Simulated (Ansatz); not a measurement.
# Ni3Ge: single-point calculation

System: Ni3Ge (Pm-3m, 4 atoms in the cell).
Method: DFT LDA, scalar-relativistic, plane waves, PAW, no spin polarisation (Ansatz 0.2.0).

The structure derives from a Materials Project entry. It belongs to a series of runs on one base structure; here: functional: LDA.

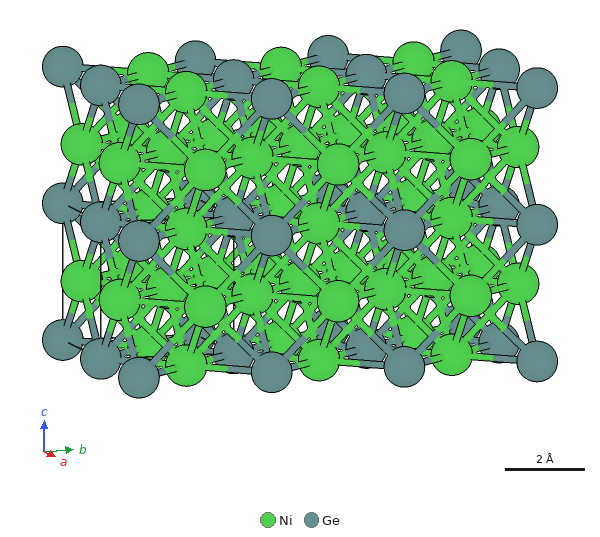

Fig. 1: The structure (ball-and-stick view of the cell of the calculation, repeated 2 × 3 × 2, seen slightly off an axis). An atom can appear more than once, as a periodic image.

**Input**
```yaml
crystal:
  lattice:
    - [3.5303341067, 0.0, 0.0]
    - [0.0, 3.5303341067, 0.0]
    - [0.0, 0.0, 3.5303341067]
  atoms:
    - { symbol: Ni, position: [0.5, 0.0, 0.5] }
    - { symbol: Ni, position: [0.0, 0.5, 0.5] }
    - { symbol: Ni, position: [0.5, 0.5, 0.0] }
    - { symbol: Ge, position: [0.0, 0.0, 0.0] }
basis:
  ecutwfc: 420
kpoints:
  mp_grid: { grid: [12, 12, 12] }
hamiltonian:
  xc: lda
scf:
  occupations: { method: gaussian, width: 0.1 }
output:
  forces: true
  stress: true
  eigenvalues: true
  write_density: true
  write_potential: true
  elf: true
  volumetric_format: npy
```

Machine: 1 thread of Intel Xeon @ 2.50GHz (Skylake/Cascade Lake), 189 GiB of memory available, shared host.

Launched with:
```bash
ansatz run input.yaml --threads 1 --pin off --max-ram 2560MiB --backend cpu --events-out ev --progress --plain --runs-dir out
```

**What the program printed**
```
Engine: ansatz 0.2.0, x86_64-unknown-linux-gnu
Pseudopotentials: kind: paw
Pseudopotential: Ni, paw, valence charge 18, recommended cutoff 420 eV (normal), Ni.paw.azcp
Pseudopotential: Ge, paw, valence charge 14, recommended cutoff 420 eV (normal), Ge.paw.azcp
Functional definition: SPW92
  exchange = slater_x
  correlation = pw_c
Crystal: 4 atoms, lattice volume = 43.999 Å³
Basis set: ecut = 420 eV, 847 PW (Γ)
Bands: 41, of which v1, the nominal top of the filled ones, is band 34 counted from 1 (33 counted from 0)
Symmetry: 48 space group operations
Space group: Pm-3m (ITA 221), of the structure as read, at distance tolerance 3.5e-5 Å
k-points: 84 of 1728
Non-local potential: Ni, projectors of the file, l = 0: 3, l = 1: 2, l = 2: 3, l = 3: 1
Non-local potential: Ge, projectors of the file, l = 0: 2, l = 1: 2, l = 2: 3, l = 3: 1
PAW form: soft (Blöchl's): semilocal exchange-correlation on the pseudo side does not see the compensation charge
PAW frozen core: Ni, regenerated for the run's functional, and the local potential with it (the file was generated under x = pbe(κ = 0.804, μ = 0.2195149727645171), c = pbe(β = 0.06672455060314922))
PAW frozen core: Ge, regenerated for the run's functional, and the local potential with it (the file was generated under x = pbe(κ = 0.804, μ = 0.2195149727645171), c = pbe(β = 0.06672455060314922))
PAW one-centre angular grid: Ni, 590 points (default); XC on 64 Gauss nodes
PAW one-centre angular grid: Ge, 590 points (default); XC on 64 Gauss nodes
Initial density: superposition of atomic densities (neutral atoms: chi_scale 0, normalization atom), corrected by the library's trained network
Initial wavefunctions: pseudopotential atomic-orbital guess
Functional: x = slater, c = lda
SCF iter   1: F=—  HF=-21537.258180 eV  |F-HF|=—  |Δ(HF+E_count)|=         —  Δρ=1.89e-2  dr2=6.48e-2  ethr=1.77e-3  ⟨swp⟩=5.5  Hψ=11025  notcnv=0  defer=30
preconditioner: auto → Kerker (q_TF=auto, 2.934 Å⁻¹)  [metal: Δε(μ)=0.038 eV  Ē_g=13.259 eV  σ=0.100 eV  W_gap=0.21  n_scr=18 (ndim 8)  ℏωp=37.1 eV  f_vac=0.000  D(μ)=2.03/eV (n_scr^D=18)]
SCF iter   2: F=—  HF=-21537.243663 eV  |F-HF|=—  |Δ(HF+E_count)|=   1.45e-2  Δρ=4.75e-3  dr2=3.63e-3  ethr=9.54e-5  ⟨swp⟩=2.2  Hψ=6657  notcnv=0  defer=138
SCF iter   3: F=—  HF=-21537.242950 eV  |F-HF|=—  |Δ(HF+E_count)|=   7.13e-4  Δρ=1.77e-3  dr2=7.27e-4  ethr=5.34e-6  ⟨swp⟩=1.6  Hψ=3547  notcnv=0  defer=138
SCF iter   4: F=—  HF=-21537.242731 eV  |F-HF|=—  |Δ(HF+E_count)|=   2.20e-4  Δρ=4.10e-4  dr2=9.73e-5  ethr=1.07e-6  ⟨swp⟩=2.4  Hψ=4960  notcnv=0  defer=138
SCF iter   5: F=—  HF=-21537.242706 eV  |F-HF|=—  |Δ(HF+E_count)|=   2.42e-5  Δρ=2.94e-4  dr2=4.74e-5  ethr=1.43e-7  ⟨swp⟩=2.0  Hψ=3853  notcnv=0  defer=138
SCF iter   6: F=—  HF=-21537.242694 eV  |F-HF|=—  |Δ(HF+E_count)|=   1.27e-5  Δρ=4.42e-5  dr2=6.34e-7  ethr=6.97e-8  ⟨swp⟩=2.0  Hψ=4659  notcnv=0  defer=138
SCF iter   7: F=—  HF=-21537.242694 eV  |F-HF|=—  |Δ(HF+E_count)|=   6.58e-7  Δρ=2.28e-5  dr2=2.27e-7  ethr=1.47e-10  ⟨swp⟩=11.8  Hψ=26159  notcnv=0
SCF iter   8: F=-21537.242694 eV  HF=-21537.242694 eV  |F-HF|=1.07e-8  |Δ(HF+E_count)|=   7.26e-8  Δρ=5.98e-6  dr2=1.72e-8  ethr=1.47e-10  ⟨swp⟩=7.1  Hψ=20607  notcnv=0
SCF 1 converged in 8 iterations: F = -21537.242694 eV  dr2 = 1.72e-8
  greatest PAW one-centre occupation: 1.002 electrons in one spin orbital (limit 2), on the Ni atom at site 2 (counted from 0), in its partial waves of l = 1
SCF converged after 8 iterations
Free energy (F): -21537.242694 eV
Harris-Foulkes:  -21537.242694 eV  (|F-HF|=1.07e-8)
Internal energy: -21537.232720 eV  (E = F + TS)
E sigma→0 (E₀):  -21537.237707 eV
Entropy (-TS):   -0.009974 eV (-2.494 meV/atom)
Fermi energy:    18.300224 eV
--- Per-component energies (eV) ---
  E_band       = -849.346915
  E_kinetic    = 970.923542
  E_local      = -12183.344647  (includes V_loc(G=0)·N_el)
  E_nonlocal   = 2344.999167
  E_hartree    = 5161.821128
  E_xc         = -332.228834
  E_vxc        = -398.012964  (∫ρ·V_xc dr)
  E_paw        = -6638.319790  (= ΣΔE_a)
  E_vpaw       = -1907.554850  (= ΣTr[D̂ρ^β])
  E_aug_tail   = 0.001359  (compensation charges beyond the density's cutoff)
  E_ewald      = -10864.295333
  E_core_change = 3.210688  (= ΣΔE_core)
  E_smearing   = -0.009974  (= −TS)
  E_closure    = 0.000000  (closes the sum)
  Σ components = -21537.242694   (vs F -21537.242694, Δ=0.00e0)
--- Forces (eV/Å), atoms counted from 1 ---
  atom   1  Ni     0.00000000    -0.00000000    -0.00000000
  atom   2  Ni     0.00000000    -0.00000000    -0.00000000
  atom   3  Ni     0.00000000     0.00000000     0.00000000
  atom   4  Ge    -0.00000000    -0.00000000    -0.00000000
  max |Σ_I F_I| component: 6.26e-29 eV/Å
--- Stress (GPa, compression-positive) ---
       -7.761250      -0.000000       0.000000
       -0.000000      -7.761250       0.000000
        0.000000       0.000000      -7.761250
  P = ⅓ Tr σ = -7.7612 GPa (-77.612 kbar)
--- Band table (eV; the first three rows and the last of 84) ---
  k-point 0: bands = ["-83.9836", "-83.9493", "-83.9493", "-44.8900", "-44.8900", "-44.8900", "-44.8369", "-44.8369", "-44.8369", "-44.6750", "-44.6750", "-44.6750", "-6.4375", "-6.4375", "-6.4231", "-6.4231", "-6.4231", "5.7246", "13.4000", "14.4836", "14.4836", "14.8777", "14.8777", "14.8777", "16.8343", "16.8343", "16.8343", "17.3297", "17.3297", "17.3297", "17.7234", "17.7234", "18.0213", "18.3268", "18.3268", "18.3268", "22.1592", "25.2058", "25.2058", "28.7582", "28.7582"]
  k-point 1: bands = ["-83.9831", "-83.9498", "-83.9493", "-44.8888", "-44.8888", "-44.8884", "-44.8372", "-44.8372", "-44.8370", "-44.6769", "-44.6759", "-44.6759", "-6.4372", "-6.4357", "-6.4231", "-6.4231", "-6.4231", "5.8034", "13.4102", "14.3411", "14.5383", "14.8654", "14.8654", "14.8970", "16.6026", "16.6026", "16.8117", "17.0482", "17.4922", "17.4922", "17.7234", "17.7309", "17.9875", "18.3269", "18.4773", "18.4773", "22.4122", "25.2039", "25.4846", "28.5228", "28.5908"]
  k-point 2: bands = ["-83.9816", "-83.9513", "-83.9493", "-44.8853", "-44.8853", "-44.8838", "-44.8384", "-44.8384", "-44.8373", "-44.6823", "-44.6782", "-44.6782", "-6.4363", "-6.4309", "-6.4231", "-6.4231", "-6.4228", "6.0357", "13.2827", "14.0312", "14.6964", "14.8226", "14.8226", "14.9524", "16.3142", "16.3142", "16.6332", "16.7472", "17.5317", "17.5317", "17.6533", "17.7183", "17.8915", "18.3272", "18.9826", "18.9826", "22.7873", "25.1990", "26.2996", "27.9370", "27.9370"]
  k-point 83: bands = ["-83.9606", "-83.9606", "-83.9606", "-44.9142", "-44.9142", "-44.9142", "-44.8338", "-44.7850", "-44.7850", "-44.7850", "-44.6433", "-44.6433", "-6.4361", "-6.4361", "-6.4361", "-6.3985", "-6.3985", "9.2356", "14.1664", "14.1664", "14.1664", "14.4950", "14.4950", "14.4950", "16.1056", "16.1056", "16.1056", "16.9671", "16.9671", "16.9671", "17.1297", "17.1297", "17.7798", "18.0979", "18.0979", "18.0979", "18.9595", "22.4960", "22.4960", "22.4960", "35.5117"]
```

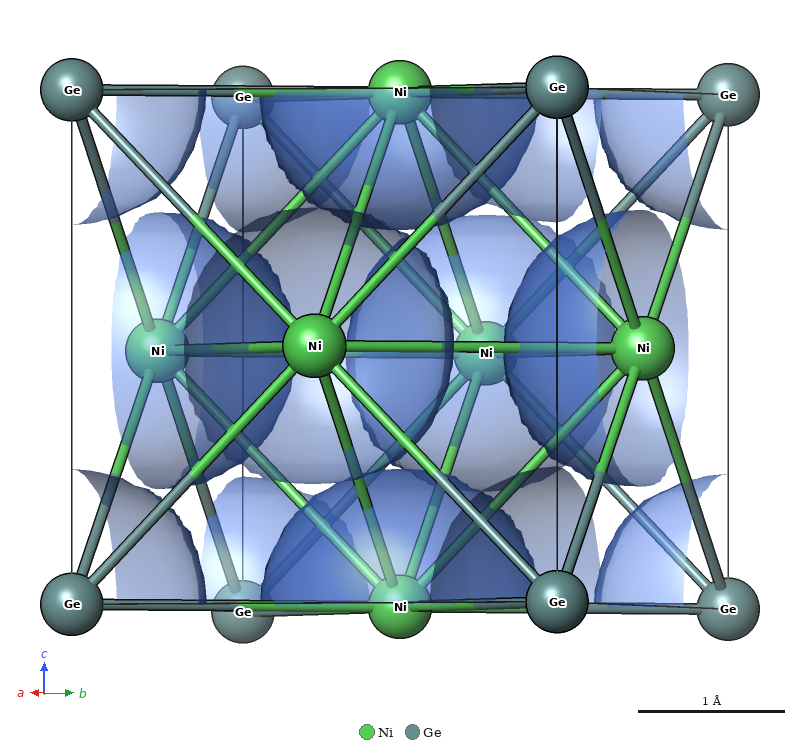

Fig. 2: Isosurface of the valence pseudo-density at 0.5 e/Å³ (blue), seen at an oblique angle. Sticks mark near contacts. The outline is the cell set on symmetry axes. At this value the density breaks into separate islands; it holds about 85 % of the electrons treated as valence (semicore included). It is pinched off along the Ni–Ni (2.50 Å) and Ni–Ge (2.50 Å) contacts. On the grid the lowest density along these lines, outside the cores, is 0.33 e/Å³ (Ni–Ni, 2.50 Å) and 0.36 e/Å³ (Ni–Ge, 2.50 Å). Core electrons are frozen (PAW), so the fields are smoothed inside the atomic spheres.

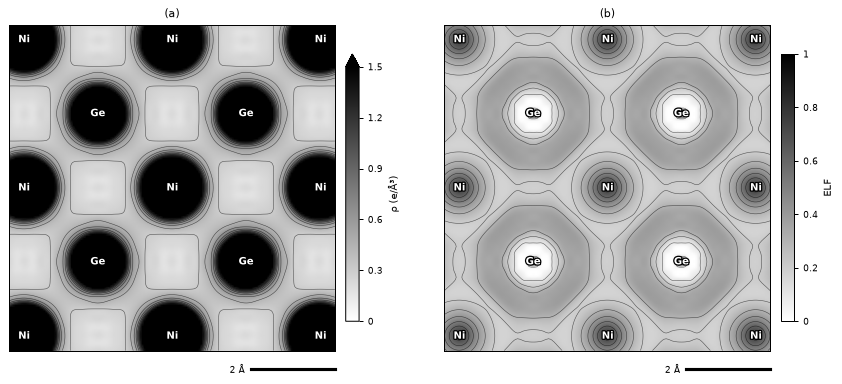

Fig. 3: (a) valence charge density (pseudo); (b) ELF on the (100) plane of the conventional cell. The section cuts through Ni and Ge sites. Ni–Ge (2.50 Å): ρ at the midpoint is about 0.36 e/Å³; the ELF is about 0.35 at the midpoint (nearly free electrons, as in a simple metal). Away from the nuclei the density in this plane falls to 0.17 e/Å³ at its lowest. The strong features right at Ni lie inside the PAW spheres (semicore, d or f shells) and say nothing about bonding.

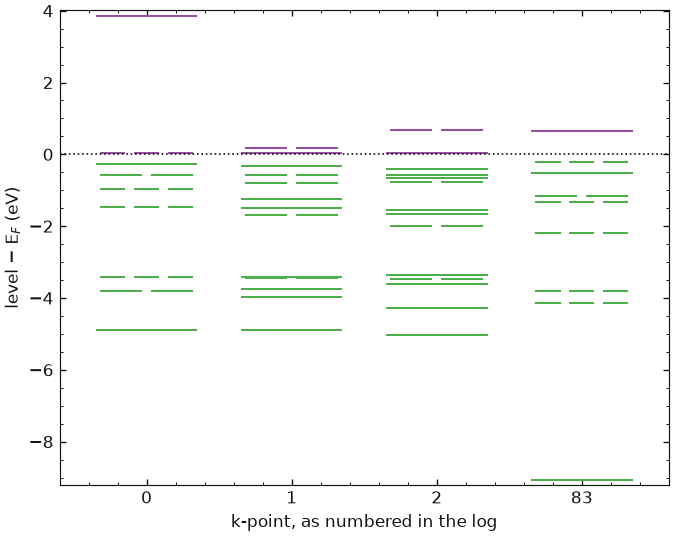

Fig. 4: Kohn–Sham levels near the Fermi level (dotted) at the few k-points that the log prints; levels within 0.02 eV of each other stand side by side. The system is metallic on the full mesh.

**Results in brief**

| quantity | value |
| --- | --- |
| outcome | converged |
| space group (tolerance 0.01 Å) | Pm-3m (221) |
| electrons treated | 68 |
| free energy | −21537.2427 eV |
| Fermi energy | 18.300 eV |
| gap on the k-point mesh | none (metallic) |
| pressure | −7.76 GPa |
| largest force (length of the vector) | under 0.001 eV/Å |
| wall time | 20 s |
| peak memory | 0.42 GiB |

**Notes**

The run has no spin polarisation, so a magnetic state may lie lower. The cell is under a tension of 7.8 GPa at this level, so it is not at its equilibrium volume.
